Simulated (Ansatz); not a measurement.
# What a change does: geometry relaxation on Al₂O₃

System: Al₂O₃ (R-3c, 10 atoms in the cell).
Method of run A: Kohn-Sham DFT of a periodic cell, PBEsol with D3(BJ), Ansatz PAW, no spin polarisation (Ansatz 0.2.0).

The structure derives from an entry of the Crystallography Open Database. Text and figures count atoms from 1; the logs count them from 0 in places.

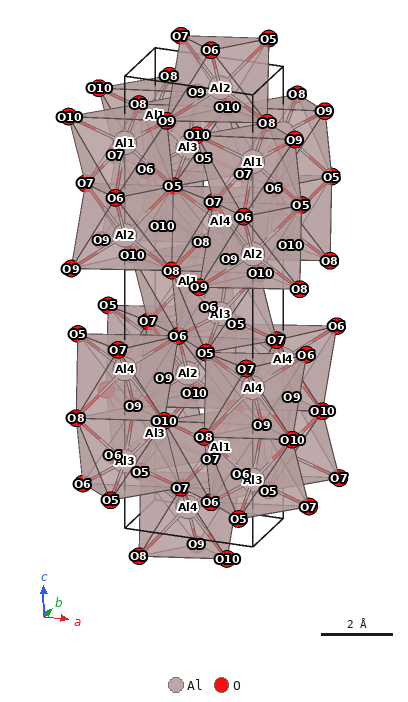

**Figure 1.** The structure as given in the input (polyhedral view of the cell 3 times as large as that of the calculation, set on its symmetry axes, seen slightly off an axis; polyhedra are completed across the faces of the cell; atoms are numbered from 1 in the order of the input).

**Input file, run A**
```yaml
crystal:
  lattice:
    - [2.38025, 1.3742379782, 4.3318666667]
    - [-2.38025, 1.3742379782, 4.3318666667]
    - [0.0, -2.7484759565, 4.3318666667]
  atoms:
    - { symbol: Al, position: [0.85216, 0.85216, 0.85216] }
    - { symbol: Al, position: [0.64784, 0.64784, 0.64784] }
    - { symbol: Al, position: [0.14784, 0.14784, 0.14784] }
    - { symbol: Al, position: [0.35216, 0.35216, 0.35216] }
    - { symbol: O, position: [0.05668, 0.75, 0.44332] }
    - { symbol: O, position: [0.75, 0.44332, 0.05668] }
    - { symbol: O, position: [0.44332, 0.05668, 0.75] }
    - { symbol: O, position: [0.94332, 0.25, 0.55668] }
    - { symbol: O, position: [0.25, 0.55668, 0.94332] }
    - { symbol: O, position: [0.55668, 0.94332, 0.25] }
hamiltonian:
  xc: pbesol
  pseudopotentials: { kind: paw }
  dispersion: d3bj
kpoints:
  mp_grid: { grid: [7, 7, 7] }
scf:
  occupations: { method: fermi_dirac, width: 0.05 }
output:
  forces: true
  stress: true
relax:
  f_tol: 0.01
  max_steps: 40
  cell: { stress_tol: 0.05 }
```

Command:
```bash
ansatz run input.yaml --threads 2 --pin off --max-ram 5120MiB --backend cpu --events-out ev --progress --plain --runs-dir out
```

Hardware: 2 threads of Intel Xeon (Granite Rapids), 96 GiB of memory available, shared host.

**Output, shortened to warnings, some set-up lines, iterations and results (run A)**
```
Basis set: ecut = 420 eV, 1653 PW (Γ), exchange–correlation on 72×72×72 points (8 copies of the dense FFT grid, shifted against one another)
Symmetry: 12 space group operations
k-points: 44 of 343
Initial density: superposition of atomic densities (neutral atoms: chi_scale 0, normalization atom), corrected by the library's trained network
[...]
SCF iter   1: F=—  HF=-5480.841785 eV  |F-HF|=—  |Δ(HF+E_count)|=         —  Δρ=1.62e-2  dr2=1.68e-1  ethr=1.77e-3  ⟨swp⟩=7.6  Hψ=8068  notcnv=0  defer=24
SCF iter   2: F=—  HF=-5480.790560 eV  |F-HF|=—  |Δ(HF+E_count)|=   5.12e-2  Δρ=2.06e-3  dr2=1.59e-3  ethr=3.50e-4  ⟨swp⟩=2.5  Hψ=2921  notcnv=0  defer=169
SCF iter   3: F=—  HF=-5480.790781 eV  |F-HF|=—  |Δ(HF+E_count)|=   2.20e-4  Δρ=1.12e-3  dr2=5.34e-4  ethr=3.31e-6  ⟨swp⟩=1.6  Hψ=1421  notcnv=0  defer=169
SCF iter   4: F=—  HF=-5480.790859 eV  |F-HF|=—  |Δ(HF+E_count)|=   7.82e-5  Δρ=8.49e-5  dr2=6.01e-6  ethr=1.11e-6  ⟨swp⟩=2.0  Hψ=2157  notcnv=0  defer=169
SCF iter   5: F=—  HF=-5480.790872 eV  |F-HF|=—  |Δ(HF+E_count)|=   1.32e-5  Δρ=2.17e-5  dr2=3.57e-7  ethr=1.25e-8  ⟨swp⟩=2.0  Hψ=2112  notcnv=0  defer=169
[... 40 lines ...]
SCF iter   2: F=—  HF=-5480.796787 eV  |F-HF|=—  |Δ(HF+E_count)|=   1.20e-5  Δρ=1.90e-6  dr2=1.16e-9  ethr=7.31e-12  ⟨swp⟩=2.6  Hψ=2672  notcnv=0
SCF iter   3: F=—  HF=-5480.796787 eV  |F-HF|=—  |Δ(HF+E_count)|=  6.22e-10  Δρ=8.46e-7  dr2=2.53e-10  ethr=2.42e-12  ⟨swp⟩=2.0  Hψ=2287  notcnv=0
SCF iter   4: F=-5480.796787 eV  HF=-5480.796787 eV  |F-HF|=1.82e-12  |Δ(HF+E_count)|=  2.22e-10  Δρ=1.27e-7  dr2=1.42e-11  ethr=1.00e-12  ⟨swp⟩=4.0  Hψ=4505  notcnv=0
SCF 8 converged in 4 iterations: F = -5480.796787 eV  dr2 = 1.42e-11
relax step   8: F+E_penalty+E_count = -5480.79678675 eV  Δ(F+E_penalty+E_count) = +1.637e-4 eV  max|allowed force component| = 3.817e-4 eV/Å  Δτ_max = 0.0000 Å  P = -0.001 …
basis re-selected at this cell: Δ(F+E_penalty+E_count) = +1.637e-4 eV, ΔP = -0.002 GPa vs the last step (what re-selecting the basis moved, of the pressure what is left beyond the Pulay correction that the steps carried, after the strain that the cell walked since its last selection, with what the …
SCF converged after 4 iterations
Free energy (F): -5480.796787 eV
Harris-Foulkes:  -5480.796787 eV  (|F-HF|=1.82e-12)
Internal energy: -5480.796787 eV  (E = F + TS)
E sigma→0 (E₀):  -5480.796787 eV
Fermi energy:    10.923345 eV
--- Per-component energies (eV) ---
  E_band       = 65.235781
  E_kinetic    = 1181.473504
  E_local      = -1964.066269  (includes V_loc(G=0)·N_el)
  E_nonlocal   = 327.143363
  E_hartree    = 724.083798
  E_xc         = -606.727948
  E_vxc        = -693.743112  (∫ρ·V_xc dr)
  E_paw        = -2737.432154  (= ΣΔE_a)
  E_vpaw       = -233.754467  (= ΣTr[D̂ρ^β])
  E_aug_tail   = 0.015119  (compensation charges beyond the density's cutoff)
  E_ewald      = -2403.610916
  E_disp       = -1.963566  (pairwise vdW)
  E_core_change = 0.288284  (= ΣΔE_core)
  E_smearing   = -0.000000  (= −TS)
  E_closure    = 0.000000  (closes the sum)
  Σ components = -5480.796787   (vs F -5480.796787, Δ=0.00e0)
--- Forces (eV/Å), atoms counted from 1 ---
  atom   1  Al    -0.00000000     0.00000000    -0.00018144
  atom   2  Al    -0.00000000    -0.00000000     0.00018144
  atom   3  Al     0.00000000    -0.00000000     0.00018144
  atom   4  Al     0.00000000     0.00000000    -0.00018144
  atom   5  O     -0.00019083    -0.00033052    -0.00000000
  atom   6  O     -0.00019083     0.00033052     0.00000000
  atom   7  O      0.00038165    -0.00000000    -0.00000000
  atom   8  O      0.00019083     0.00033052     0.00000000
  atom   9  O      0.00019083    -0.00033052    -0.00000000
  atom  10  O     -0.00038165     0.00000000     0.00000000
  max |Σ_I F_I| component: 2.31e-18 eV/Å
--- Stress (GPa, compression-positive) ---
       -0.003214       0.000000      -0.000000
        0.000000      -0.003214      -0.000000
       -0.000000      -0.000000       0.004751
  P = ⅓ Tr σ = -0.0006 GPa (-0.006 kbar)
--- Relaxed structure (6 steps of the walk, 6 accepted, 2 SCFs on fresh bases) ---
[...]
```

For run B the input was changed thus:
```diff
-  xc: pbesol
+  xc: r2scan
-  dispersion: d3bj
```

How does run B compare with run A?

The total energies belong to different models, so their difference says nothing on which is more stable or more accurate. The volume per atom goes from 8.43 to 8.50 Å³. The functional changes from PBEsol to r2SCAN. The SCF takes 22 iterations over all geometry steps against 34. The default cutoff goes from 420 to 500 eV with the change.

**Output, shortened to warnings, some set-up lines, iterations and results (run B)**
```
Basis set: ecut = 500 eV, 2169 PW (Γ), exchange–correlation on 160×160×160 points (64 copies of the dense FFT grid, shifted against one another)
Symmetry: 12 space group operations
k-points: 44 of 343
Initial density: superposition of atomic densities (neutral atoms: chi_scale 0, normalization atom), corrected by the library's trained network
[...]
SCF iter   1: F=—  HF=-5590.107678 eV  |F-HF|=—  |Δ(HF+E_count)|=         —  Δρ=8.07e-3  dr2=5.22e-2  dr2_τ=6.28e-1  ethr=1.77e-3  ⟨swp⟩=7.7  Hψ=8217  notcnv=0  defer=28
SCF iter   2: F=—  HF=-5590.629469 eV  |F-HF|=—  |Δ(HF+E_count)|=   5.22e-1  Δρ=5.83e-3  dr2=2.22e-2  dr2_τ=9.96e-4  ethr=1.09e-4  ⟨swp⟩=3.0  Hψ=3438  notcnv=0  defer=168
SCF iter   3: F=—  HF=-5590.626686 eV  |F-HF|=—  |Δ(HF+E_count)|=   2.78e-3  Δρ=2.38e-3  dr2=3.85e-3  dr2_τ=2.31e-4  ethr=4.62e-5  ⟨swp⟩=2.4  Hψ=2471  notcnv=0  defer=124
SCF iter   4: F=—  HF=-5590.626007 eV  |F-HF|=—  |Δ(HF+E_count)|=   6.80e-4  Δρ=7.15e-4  dr2=4.34e-4  dr2_τ=5.26e-5  ethr=8.02e-6  ⟨swp⟩=2.0  Hψ=2413  notcnv=0  defer=124
SCF iter   5: F=—  HF=-5590.625950 eV  |F-HF|=—  |Δ(HF+E_count)|=   5.72e-5  Δρ=3.40e-4  dr2=9.88e-5  dr2_τ=1.60e-6  ethr=9.05e-7  ⟨swp⟩=2.0  Hψ=2288  notcnv=0  defer=124
[... 22 lines ...]
SCF iter   1: F=—  HF=-5590.626547 eV  |F-HF|=—  |Δ(HF+E_count)|=         —  Δρ=2.42e-6  dr2=1.23e-9  dr2_τ=1.70e-9  ethr=3.24e-8  ⟨swp⟩=3.4  Hψ=12492  notcnv=0
SCF iter   2: F=—  HF=-5590.626547 eV  |F-HF|=—  |Δ(HF+E_count)|=   6.82e-8  Δρ=1.32e-6  dr2=4.27e-10  dr2_τ=1.41e-10  ethr=2.57e-12  ⟨swp⟩=3.0  Hψ=3165  notcnv=0
SCF iter   3: F=-5590.626547 eV  HF=-5590.626547 eV  |F-HF|=5.46e-12  |Δ(HF+E_count)|=  3.91e-10  Δρ=1.88e-7  dr2=2.20e-11  dr2_τ=4.67e-12  ethr=1.00e-12  ⟨swp⟩=2.0  Hψ=4881  …
SCF 5 converged in 3 iterations: F = -5590.626547 eV  dr2 = 2.20e-11
relax step   5: F+E_penalty+E_count = -5590.62654662 eV  Δ(F+E_penalty+E_count) = +2.935e-5 eV  max|allowed force component| = 2.928e-3 eV/Å  Δτ_max = 0.0000 Å  P = -0.004 …
basis re-selected at this cell: Δ(F+E_penalty+E_count) = +2.935e-5 eV, ΔP = +0.001 GPa vs the last step (what re-selecting the basis moved, of the pressure what is left beyond the Pulay correction that the steps carried, after the strain that the cell walked since its last selection, with what the …
SCF converged after 3 iterations
Free energy (F): -5590.626547 eV
Harris-Foulkes:  -5590.626547 eV  (|F-HF|=5.46e-12)
Internal energy: -5590.626547 eV  (E = F + TS)
E sigma→0 (E₀):  -5590.626547 eV
Fermi energy:    10.985832 eV
--- Per-component energies (eV) ---
  E_band       = 34.404144
  E_kinetic    = 1193.089801
  E_local      = -1987.124971  (includes V_loc(G=0)·N_el)
  E_nonlocal   = 318.378568
  E_hartree    = 741.388242
  E_xc         = -601.461567
  E_vxc        = -779.030546  (∫ρ·V_xc dr)
  E_paw        = -2856.707857  (= ΣΔE_a)
  E_vpaw       = -240.908963  (= ΣTr[D̂ρ^β])
  E_aug_tail   = 0.006178  (compensation charges beyond the density's cutoff)
  E_vtau       = 47.217444  (kinetic-family band-sum trace: ∫τ·v_τ [+ j·A + Jᵃ·Aᵃ] dr)
  E_ewald      = -2397.762864
  E_core_change = -0.432078  (= ΣΔE_core)
  E_smearing   = -0.000000  (= −TS)
  E_closure    = -0.000000  (closes the sum)
  Σ components = -5590.626547   (vs F -5590.626547, Δ=0.00e0)
--- Forces (eV/Å), atoms counted from 1 ---
  atom   1  Al    -0.00000000     0.00000000    -0.00226221
  atom   2  Al    -0.00000000    -0.00000000     0.00226221
  atom   3  Al     0.00000000    -0.00000000     0.00226221
  atom   4  Al     0.00000000     0.00000000    -0.00226221
  atom   5  O      0.00146384     0.00253544     0.00000000
  atom   6  O      0.00146384    -0.00253544    -0.00000000
  atom   7  O     -0.00292768     0.00000000     0.00000000
  atom   8  O     -0.00146384    -0.00253544    -0.00000000
  atom   9  O     -0.00146384     0.00253544     0.00000000
  atom  10  O      0.00292768     0.00000000    -0.00000000
  max |Σ_I F_I| component: 4.77e-18 eV/Å
--- Stress (GPa, compression-positive) ---
        0.002625       0.000000      -0.000000
        0.000000       0.002625       0.000000
       -0.000000       0.000000      -0.017603
  P = ⅓ Tr σ = -0.0041 GPa (-0.041 kbar)
--- Relaxed structure (4 steps of the walk, 4 accepted, 1 SCFs on fresh bases) ---
[...]
```

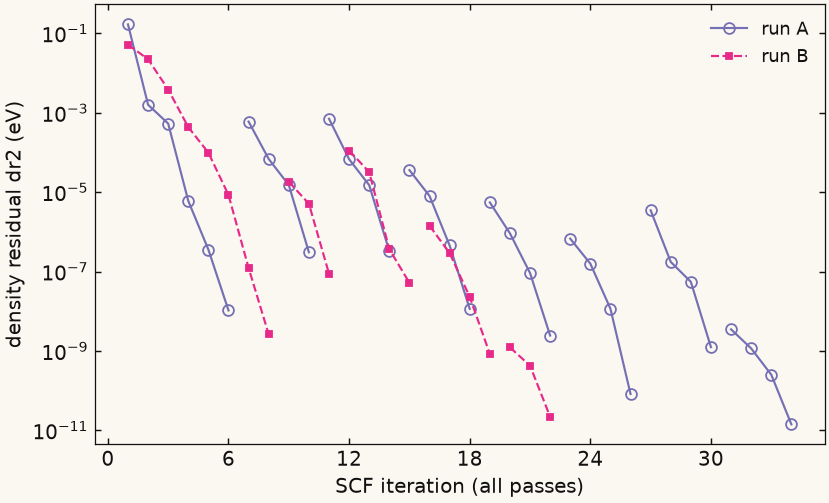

**Figure 2.** Convergence of the two runs: density residual dr2 against the SCF iteration. A break in a curve parts two SCF passes. Run A takes 34 iterations in all, and run B takes 22.

**The two runs side by side**

```csv
quantity,run A,run B
outcome,converged,converged
free energy per atom (eV),−548.0797,−559.0627
pressure (GPa),0.00,0.00
volume per atom (Å³),8.43,8.50
largest force (eV/Å),0.000,0.003
SCF iterations,34,22
irreducible k-points,44,44
```
